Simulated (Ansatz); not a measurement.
## Thickness series of a NiSi2/Si/CoSi2 junction

How fast does the current through NiSi2/Si/CoSi2 fall with each added layer? The lower electrode is NiSi2 fluorite(111), the upper one CoSi2 fluorite(111); the barrier is Si diamond(111) (whole bilayers). In the first transport cell, after relaxation, the nearest pair of electrode and barrier is Si–Si at 2.36 Å, along the normal, at the lower face and Si–Si at 2.38 Å, along the normal, at the upper one. All share a net of side 3.84 Å, which strains the lower electrode by +0.0 %, the upper one by +1.3 % and the barrier by -0.7 %, against typed lattice constants near PBE's. The first steps treat the bulk electrodes alone.

Method: PBE DFT, plane waves, PAW files, in the first sound run; inputs show where later runs differ, in Ansatz 0.2.0.

## 1. The starting structure

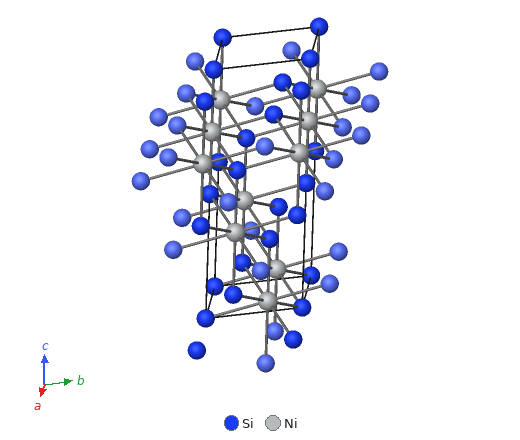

Start, viewed slightly off an axis; silicon blue, nickel light grey. 2×1×1 cells are drawn. Bonds to atoms that aren't drawn are left out. Some periodic images of atoms are drawn too.

## 2. The strained electrode, electrode NiSi2 fluorite(111)

The electrode is held to the junction's net and relaxed along the normal; its spacing is used for the ideal lead layers.

The input, input.yaml:

```yaml
crystal:
  lattice:
    - [3.84, 0.0, 0.0]
    - [-1.92, 3.3255375505, 0.0]
    - [0.0, 0.0, 9.4043325761]
  atoms:
    - { symbol: Si, position: [0.0, 0.0, 0.0] }
    - { symbol: Ni, position: [0.3333333333, 0.6666666667, 0.0833333333] }
    - { symbol: Si, position: [0.6666666667, 0.3333333333, 0.1666666667] }
    - { symbol: Si, position: [0.3333333333, 0.6666666667, 0.3333333333] }
    - { symbol: Ni, position: [0.6666666667, 0.3333333333, 0.4166666667] }
    - { symbol: Si, position: [0.0, 0.0, 0.5] }
    - { symbol: Si, position: [0.6666666667, 0.3333333333, 0.6666666667] }
    - { symbol: Ni, position: [0.0, 0.0, 0.75] }
    - { symbol: Si, position: [0.3333333333, 0.6666666667, 0.8333333333] }
kpoints:
  mp_grid: { grid: [12, 12, 3] }
scf:
  occupations: { method: fermi_dirac, width: 0.1 }
  max_iter: 150
hamiltonian:
  xc: pbe
relax:
  f_tol: 0.01
  max_steps: 40
  cell: { fix: [a, b, angles] }
```

On the command line:

```console
ansatz run input.yaml --threads 8 --pin off --max-ram 24576MiB --backend cpu --events-out ev --progress --plain --runs-dir out
```

Numbers of over 12 decimals in the logs are rounded to 6 here.

The program printed:

```text
Engine: ansatz 0.2.0, aarch64-unknown-linux-gnu
Pseudopotentials: kind: paw
Pseudopotential: Si, paw, valence charge 4, recommended cutoff 420 eV (normal), Si.paw.azcp
Pseudopotential: Ni, paw, valence charge 18, recommended cutoff 420 eV (normal), Ni.paw.azcp
Functional definition: PBE
  parameter kappa = 0.804
  parameter beta = 0.066725
  exchange = pbe_x(kappa = kappa, mu = beta*pi^2/3)
  correlation = pbe_c(beta = beta)
Crystal: 9 atoms, lattice volume = 120.094 Å³
Basis set: ecut = 420 eV, 2287 PW (Γ), exchange–correlation on 54×54×128 points (8 copies of the dense FFT grid, shifted against one another)
Bands: 48, of which v1, the nominal top of the filled ones, is band 39 counted from 1 (38 counted from 0)
Symmetry: 36 space group operations
Space group: R-3m (ITA 166), of the structure as read, at distance tolerance 4.9e-5 Å
k-points: 50 of 432
Non-local potential: Si, projectors of the file, l = 0: 2, l = 1: 2, l = 2: 2
Non-local potential: Ni, projectors of the file, l = 0: 3, l = 1: 2, l = 2: 3, l = 3: 1
PAW form: soft (Blöchl's): semilocal exchange-correlation on the pseudo side does not see the compensation charge
PAW one-centre angular grid: Si, 110 points (default); XC on 64 Gauss nodes
PAW one-centre angular grid: Ni, 590 points (default); XC on 64 Gauss nodes
Initial density: superposition of atomic densities (neutral atoms: chi_scale 0, normalization atom), corrected by the library's trained network
Initial wavefunctions: pseudopotential atomic-orbital guess
Functional: x = pbe(κ = 0.804, μ = 0.219515), c = pbe(β = 0.066725)
SCF iter   1: F=—  HF=-21337.252619 eV  |F-HF|=—  |Δ(HF+E_count)|=         —  Δρ=1.04e-2  dr2=9.32e-2  ethr=1.77e-3  ⟨swp⟩=7.7  Hψ=10336  notcnv=0  defer=3
preconditioner: auto → Kerker (q_TF=auto, 2.539 Å⁻¹)  [metal: Δε(μ)=0.023 eV  Ē_g=7.331 eV  σ=0.100 eV  W_gap=0.06  n_scr=36 (ndim 8)  ℏωp=24.9 eV  f_vac=0.000  D(μ)=2.76/eV (n_scr^D=24)]
SCF iter   2: F=—  HF=-21337.243995 eV  |F-HF|=—  |Δ(HF+E_count)|=   8.62e-3  Δρ=4.22e-3  dr2=1.86e-2  ethr=1.19e-4  ⟨swp⟩=2.0  Hψ=3009  notcnv=0  defer=3
SCF iter   3: F=—  HF=-21337.242061 eV  |F-HF|=—  |Δ(HF+E_count)|=   1.93e-3  Δρ=5.38e-4  dr2=2.74e-4  ethr=2.38e-5  ⟨swp⟩=1.3  Hψ=2550  notcnv=0  defer=4
SCF iter   4: F=—  HF=-21337.242212 eV  |F-HF|=—  |Δ(HF+E_count)|=   1.51e-4  Δρ=1.99e-4  dr2=6.31e-5  ethr=3.51e-7  ⟨swp⟩=2.0  Hψ=4302  notcnv=0  defer=4
SCF iter   5: F=—  HF=-21337.242202 eV  |F-HF|=—  |Δ(HF+E_count)|=   1.03e-5  Δρ=2.08e-4  dr2=3.77e-5  ethr=8.09e-8  ⟨swp⟩=2.0  Hψ=3741  notcnv=0  defer=4
SCF iter   6: F=—  HF=-21337.242205 eV  |F-HF|=—  |Δ(HF+E_count)|=   2.70e-6  Δρ=7.04e-5  dr2=5.37e-6  ethr=4.83e-8  ⟨swp⟩=2.0  Hψ=3339  notcnv=0  defer=4
SCF iter   7: F=—  HF=-21337.242206 eV  |F-HF|=—  |Δ(HF+E_count)|=   1.71e-6  Δρ=1.18e-5  dr2=2.37e-7  ethr=6.88e-9  ⟨swp⟩=2.0  Hψ=3258  notcnv=0  defer=4
SCF iter   8: F=-21337.242207 eV  HF=-21337.242207 eV  |F-HF|=2.59e-9  |Δ(HF+E_count)|=   1.48e-7  Δρ=2.73e-6  dr2=1.46e-8  ethr=1.28e-10  ⟨swp⟩=4.1  Hψ=8477  notcnv=0
SCF 1 converged in 8 iterations: F = -21337.242207 eV  dr2 = 1.46e-8
  greatest PAW one-centre occupation: 1.000 electrons in one spin orbital (limit 2), on the Ni atom at site 7 (counted from 0), in its partial waves of l = 1
relax step   1: F+E_penalty+E_count = -21337.24220659 eV  Δ(F+E_penalty+E_count) = +0.000e0 eV  max|allowed force component| = 3.279e-2 eV/Å  Δτ_max = 0.0000 Å  P = +1.161 GPa  Ω = 120.094 Å³  fix = [a, b, alpha, beta, gamma]  reactions: a +0.713, b +0.713 GPa  (8 SCF iters, dr2 threshold 1.00e-7 eV, accepted)
Crystal: 9 atoms, lattice volume = 120.669 Å³
Basis set: ecut = 420 eV, 2323 PW (Γ), exchange–correlation on 54×54×128 points (8 copies of the dense FFT grid, shifted against one another)
Initial density: handed on by an earlier stage of this run
Initial wavefunctions: those handed on with the density
iter 1 solved again at ethr=9.69e-7 eV; its pass at ethr=3.10e-3 eV (dr2=7.56e-4 eV) is discarded
SCF iter   1: F=—  HF=-21337.248298 eV  |F-HF|=—  |Δ(HF+E_count)|=         —  Δρ=9.92e-4  dr2=6.29e-4  ethr=9.69e-7  ⟨swp⟩=2.2  Hψ=11006  notcnv=0
preconditioner: auto → Kerker (q_TF=auto, 2.537 Å⁻¹)  [metal: Δε(μ)=0.019 eV  Ē_g=7.325 eV  σ=0.100 eV  W_gap=0.05  n_scr=36 (ndim 8)  ℏωp=24.8 eV  f_vac=0.002  D(μ)=2.71/eV (n_scr^D=24)]
SCF iter   2: F=—  HF=-21337.248177 eV  |F-HF|=—  |Δ(HF+E_count)|=   1.22e-4  Δρ=4.06e-4  dr2=1.28e-4  ethr=8.07e-7  ⟨swp⟩=1.1  Hψ=2476  notcnv=0
SCF iter   3: F=—  HF=-21337.248158 eV  |F-HF|=—  |Δ(HF+E_count)|=   1.81e-5  Δρ=1.87e-4  dr2=3.25e-5  ethr=1.64e-7  ⟨swp⟩=1.0  Hψ=2416  notcnv=0
SCF iter   4: F=—  HF=-21337.248156 eV  |F-HF|=—  |Δ(HF+E_count)|=   2.19e-6  Δρ=9.13e-5  dr2=9.64e-6  ethr=4.16e-8  ⟨swp⟩=2.2  Hψ=3501  notcnv=0
iter 5 did not close the SCF: its close was put off for the readings that it lacked (scf_convergence_deferred on its scf_iter line)
SCF iter   5: F=-21337.248157 eV  HF=-21337.248157 eV  |F-HF|=4.12e-8  |Δ(HF+E_count)|=   2.76e-7  Δρ=1.64e-5  dr2=4.60e-7  ethr=1.24e-8  ⟨swp⟩=1.8  Hψ=3168  notcnv=0
SCF iter   6: F=-21337.248157 eV  HF=-21337.248157 eV  |F-HF|=4.41e-9  |Δ(HF+E_count)|=   1.93e-7  Δρ=7.10e-6  dr2=5.70e-8  ethr=5.90e-10  ⟨swp⟩=2.9  Hψ=8806  notcnv=0
SCF 2 converged in 6 iterations: F = -21337.248157 eV  dr2 = 5.70e-8
relax step   2: F+E_penalty+E_count = -21337.24815675 eV  Δ(F+E_penalty+E_count) = -5.950e-3 eV  max|allowed force component| = 1.990e-2 eV/Å  Δτ_max = 0.0049 Å  P = +0.465 GPa  Ω = 120.669 Å³  energy of the carried Pulay correction = -1.587e-4 eV  fix = [a, b, alpha, beta, gamma]  reactions: a +0.236, b +0.236 GPa  (6 SCF iters, dr2 threshold 9.00e-7 eV, accepted)
Crystal: 9 atoms, lattice volume = 121.165 Å³
Basis set: ecut = 420 eV, 2335 PW (Γ), exchange–correlation on 54×54×128 points (8 copies of the dense FFT grid, shifted against one another)
iter 1 solved again at ethr=7.64e-7 eV; its pass at ethr=3.10e-3 eV (dr2=5.96e-4 eV) is discarded
SCF iter   1: F=—  HF=-21337.249874 eV  |F-HF|=—  |Δ(HF+E_count)|=         —  Δρ=8.74e-4  dr2=4.76e-4  ethr=7.64e-7  ⟨swp⟩=2.2  Hψ=10989  notcnv=0
preconditioner: auto → Kerker (q_TF=auto, 2.535 Å⁻¹)  [metal: Δε(μ)=0.044 eV  Ē_g=7.297 eV  σ=0.100 eV  W_gap=0.11  n_scr=36 (ndim 8)  ℏωp=24.8 eV  f_vac=0.002  D(μ)=2.69/eV (n_scr^D=24)]
SCF iter   2: F=—  HF=-21337.249773 eV  |F-HF|=—  |Δ(HF+E_count)|=   1.00e-4  Δρ=3.63e-4  dr2=1.00e-4  ethr=6.10e-7  ⟨swp⟩=1.1  Hψ=2476  notcnv=0
SCF iter   3: F=—  HF=-21337.249762 eV  |F-HF|=—  |Δ(HF+E_count)|=   1.17e-5  Δρ=1.65e-4  dr2=2.56e-5  ethr=1.29e-7  ⟨swp⟩=1.0  Hψ=2400  notcnv=0
SCF iter   4: F=—  HF=-21337.249760 eV  |F-HF|=—  |Δ(HF+E_count)|=   1.19e-6  Δρ=8.16e-5  dr2=7.75e-6  ethr=3.29e-8  ⟨swp⟩=2.2  Hψ=3626  notcnv=0
iter 5 did not close the SCF: its close was put off for the readings that it lacked (scf_convergence_deferred on its scf_iter line)
SCF iter   5: F=-21337.249761 eV  HF=-21337.249761 eV  |F-HF|=3.73e-8  |Δ(HF+E_count)|=   2.67e-7  Δρ=1.50e-5  dr2=3.75e-7  ethr=9.94e-9  ⟨swp⟩=1.8  Hψ=3233  notcnv=0
SCF iter   6: F=-21337.249761 eV  HF=-21337.249761 eV  |F-HF|=5.97e-10  |Δ(HF+E_count)|=   1.63e-7  Δρ=7.01e-6  dr2=5.41e-8  ethr=4.81e-10  ⟨swp⟩=2.9  Hψ=8591  notcnv=0
SCF 3 converged in 6 iterations: F = -21337.249761 eV  dr2 = 5.41e-8
relax step   3: F+E_penalty+E_count = -21337.24976079 eV  Δ(F+E_penalty+E_count) = -1.604e-3 eV  max|allowed force component| = 1.782e-3 eV/Å  Δτ_max = 0.0049 Å  P = -0.119 GPa  Ω = 121.165 Å³  energy of the carried Pulay correction = -2.952e-4 eV  fix = [a, b, alpha, beta, gamma]  reactions: a -0.178, b -0.178 GPa  (6 SCF iters, dr2 threshold 9.00e-7 eV, accepted)
Initial wavefunctions: pseudopotential atomic-orbital guess (no wavefunctions were taken with the density)
iter 1 solved again at ethr=3.71e-6 eV; its pass at ethr=3.10e-3 eV (dr2=2.90e-3 eV) is discarded
SCF iter   1: F=—  HF=-21337.249893 eV  |F-HF|=—  |Δ(HF+E_count)|=         —  Δρ=2.01e-4  dr2=1.08e-6  ethr=3.71e-6  ⟨swp⟩=2.8  Hψ=15269  notcnv=0
eigensolver tolerance schedule: the retry pair's looser diagonalisation over-reported the residual by 2694.29 of it (diagonalisation noise at an unbounded share of the residual, at the tolerance the schedule requests for it); recorded, not acted on — ethr = c·dr2/N_el stays at c = 1.0e-1
SCF iter   2: F=—  HF=-21337.250017 eV  |F-HF|=—  |Δ(HF+E_count)|=   1.24e-4  Δρ=1.02e-4  dr2=2.88e-7  ethr=1.38e-9  ⟨swp⟩=2.9  Hψ=4953  notcnv=0
SCF iter   3: F=—  HF=-21337.250077 eV  |F-HF|=—  |Δ(HF+E_count)|=   6.02e-5  Δρ=4.05e-6  dr2=1.59e-8  ethr=3.70e-10  ⟨swp⟩=1.0  Hψ=2404  notcnv=0
SCF iter   4: F=—  HF=-21337.250077 eV  |F-HF|=—  |Δ(HF+E_count)|=   4.97e-9  Δρ=1.12e-6  dr2=2.62e-9  ethr=2.03e-11  ⟨swp⟩=2.3  Hψ=3225  notcnv=0
SCF iter   5: F=—  HF=-21337.250077 eV  |F-HF|=—  |Δ(HF+E_count)|=   1.52e-9  Δρ=5.22e-7  dr2=5.96e-10  ethr=3.36e-12  ⟨swp⟩=2.1  Hψ=3513  notcnv=0
SCF iter   6: F=-21337.250077 eV  HF=-21337.250077 eV  |F-HF|=3.64e-12  |Δ(HF+E_count)|=  4.69e-10  Δρ=7.28e-8  dr2=5.77e-12  ethr=1.00e-12  ⟨swp⟩=3.1  Hψ=9645  notcnv=0
SCF 4 converged in 6 iterations: F = -21337.250077 eV  dr2 = 5.77e-12
relax step   4: F+E_penalty+E_count = -21337.25007692 eV  Δ(F+E_penalty+E_count) = -3.161e-4 eV  max|allowed force component| = 1.819e-3 eV/Å  Δτ_max = 0.0000 Å  P = -0.118 GPa  Ω = 121.165 Å³  fix = [a, b, alpha, beta, gamma]  reactions: a -0.178, b -0.178 GPa  stress off target by 2.66e-3 GPa on what of the cell is left free  SCF on the basis re-selected at this cell (its energy is not comparable with the rows above)  (6 SCF iters)
basis re-selected at this cell: Δ(F+E_penalty+E_count) = -3.161e-4 eV, ΔP = +0.001 GPa vs the last step (what re-selecting the basis moved, of the pressure what is left beyond the Pulay correction that the steps carried, after the strain that the cell walked since its last selection, with what the two solves' SCF thresholds leave and, on support functions, any second-order correction that the steps lacked; it is no m [...]
SCF converged after 6 iterations
Free energy (F): -21337.250077 eV
Harris-Foulkes:  -21337.250077 eV  (|F-HF|=3.64e-12)
Internal energy: -21337.161385 eV  (E = F + TS)
E sigma→0 (E₀):  -21337.205731 eV
Entropy (-TS):   -0.088692 eV (-9.855 meV/atom)
Fermi energy:    12.854146 eV
--- Per-component energies (eV) ---
  E_band       = -1054.656545
  E_kinetic    = 1107.518587
  E_local      = -14804.914020  (includes V_loc(G=0)·N_el)
  E_nonlocal   = 2038.793481
  E_hartree    = 6399.499183
  E_xc         = -596.351413
  E_vxc        = -623.499591  (∫ρ·V_xc dr)
  E_paw        = -7954.306847  (= ΣΔE_a)
  E_vpaw       = -1571.555133  (= ΣTr[D̂ρ^β])
  E_aug_tail   = 0.001692  (compensation charges beyond the density's cutoff)
  E_ewald      = -7527.402048
  E_smearing   = -0.088692  (= −TS)
  E_closure    = 0.000000  (closes the sum)
  Σ components = -21337.250077   (vs F -21337.250077, Δ=0.00e0)
--- Forces (eV/Å), atoms counted from 1 ---
  atom   1  Si     0.00000000    -0.00000000    -0.00181880
  atom   2  Ni     0.00000000     0.00000000     0.00000000
  atom   3  Si     0.00000000     0.00000000     0.00181880
  atom   4  Si     0.00000000    -0.00000000    -0.00181880
  atom   5  Ni     0.00000000     0.00000000     0.00000000
  atom   6  Si     0.00000000     0.00000000     0.00181880
  atom   7  Si     0.00000000    -0.00000000    -0.00181880
  atom   8  Ni     0.00000000    -0.00000000     0.00000000
  atom   9  Si     0.00000000     0.00000000     0.00181880
  max |Σ_I F_I| component: 1.85e-16 eV/Å
--- Stress (GPa, compression-positive) ---
       -0.177883       0.000000      -0.000000
        0.000000      -0.177883      -0.000000
        0.000000      -0.000000       0.002657
  P = ⅓ Tr σ = -0.1177 GPa (-1.177 kbar)
--- Relaxed structure (3 steps of the walk, 3 accepted, 1 SCFs on fresh bases) ---
  F+E_penalty+E_count = -21337.25007692 eV   max|allowed force component| = 1.819e-3 eV/Å   (the final SCF, on the basis selected at the relaxed cell)
  cell:  # Å, volume = 121.1654 Å³
    - [3.840000, 0, 0]
    - [-1.920000, 3.325538, 0]
    - [0, 0, 9.488240]
  atoms:
    - { symbol: Si, position: [0, 0, -0.00103581] }
    - { symbol: Ni, position: [0.333333, 0.666667, 0.083333] }
    - { symbol: Si, position: [0.666667, 0.333333, 0.167702] }
    - { symbol: Si, position: [0.333333, 0.666667, 0.332298] }
    - { symbol: Ni, position: [0.666667, 0.333333, 0.416667] }
    - { symbol: Si, position: [0, 0, 0.501036] }
    - { symbol: Si, position: [0.666667, 0.333333, 0.665631] }
    - { symbol: Ni, position: [0, 0, 0.75] }
    - { symbol: Si, position: [0.333333, 0.666667, 0.834369] }
```

Wall time 9.1 s (8 threads of Arm Neoverse V2, shared host); peak memory 0.72 GiB; 61 s of CPU time.

This run has no spin polarisation, although Ni can carry a moment.

Step by step:

```csv
step,energy less that of the first step (eV),largest force component (eV/Å),pressure (GPa),volume (Å³)
1,0.0000,0.0328,1.16,120.09
2,-0.0060,0.0199,0.46,120.67
3,-0.0076,0.0018,-0.12,121.17
4*,-0.0079,0.0018,-0.12,121.17
```

Relaxation steps marked * repeat the geometry before them on a plane-wave basis chosen anew for their cell, so energy and pressure can jump there.

Forces are held to the 36 operations that the run works with; a distortion that breaks them can't arise in this run.

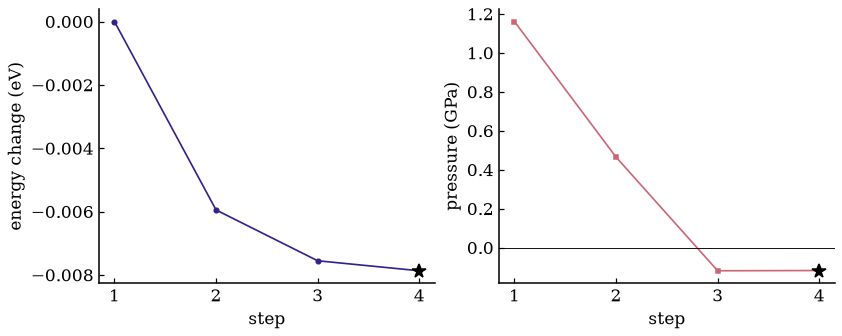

Energy and pressure along the relaxation. Stars mark steps on a basis chosen anew.

```csv
cell as run,before,after,change
a (Å),3.840,3.840,-0.0 %
b (Å),3.840,3.840,-0.0 %
c (Å),9.404,9.488,+0.9 %
volume (Å³/atom),13.34,13.46,+0.9 %
```

Final coordinates:

```cif
data_structure
_symmetry_space_group_name_H-M 'P 1'
_symmetry_Int_Tables_number 1
_cell_length_a 3.8400
_cell_length_b 3.8400
_cell_length_c 9.4882
_cell_angle_alpha 90.000
_cell_angle_beta 90.000
_cell_angle_gamma 120.000
_cell_volume 121.17
loop_
_atom_site_label
_atom_site_type_symbol
_atom_site_fract_x
_atom_site_fract_y
_atom_site_fract_z
_atom_site_occupancy
Si1 Si 0.00000 0.00000 0.99896 1
Ni2 Ni 0.33333 0.66667 0.08333 1
Si3 Si 0.66667 0.33333 0.16770 1
Si4 Si 0.33333 0.66667 0.33230 1
Ni5 Ni 0.66667 0.33333 0.41667 1
Si6 Si 0.00000 0.00000 0.50104 1
Si7 Si 0.66667 0.33333 0.66563 1
Ni8 Ni 0.00000 0.00000 0.75000 1
Si9 Si 0.33333 0.66667 0.83437 1
```

This step gave:

```yaml
free_energy: -21337.2501 eV
fermi_energy: 12.85 eV
pressure: -0.1177 GPa
```

The relaxation ends with a largest force component of 0.0018 eV/Å.

(Continued in part 2 of 7.)

[Logs are printed without paths, hosts, clocks, repeated set-up lines and the standing remarks that a program may print on its own settings, such as how far it seeks lower states.]

[Hosts, paths, dates, database ids (printed as entryN), source tags and the programs' standing remarks are cut or masked in the printed files.]
